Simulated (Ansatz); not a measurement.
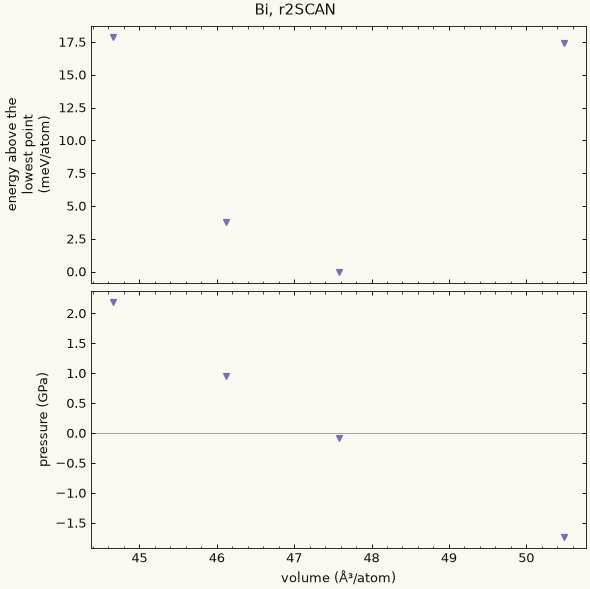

The picture above shows the energy above the lowest point and pressure against volume for Bi, space group Fd-3m (No. 227) (one of a set of cubic test structures, which need not be the stable phase).

Computed with Ansatz 0.2.0 development build: equation of state of a cubic crystal from periodic Kohn-Sham density functional theory without spin, third-order Birch-Murnaghan fit to the free energies; pressure corrected for the finite basis. Level: r2SCAN, no spin-orbit coupling.

```csv
setting,value
structure type,diamond
atoms in cell,2
space group number,227
lattice centring,face-centred primitive
k mesh,8×8×8
occupation method,Fermi–Dirac
occupation width,0.1 eV
wave cutoff,500 eV
datasets,soft-1 PAW
density tolerance,1e-07 eV
bands,19
density cutoff ratio,4
search for lower states,default
```

The point at volume 49.03 Å³/atom is left out of the plot. What does the calculation give there?

```tsv
volume (Å³/atom)	energy above the lowest point (meV/atom)	pressure (GPa)
49.03	5.0	-0.980
```

Limits of the calculation: cubic model structure, not the ambient form; no spin-orbit coupling with 6p elements.
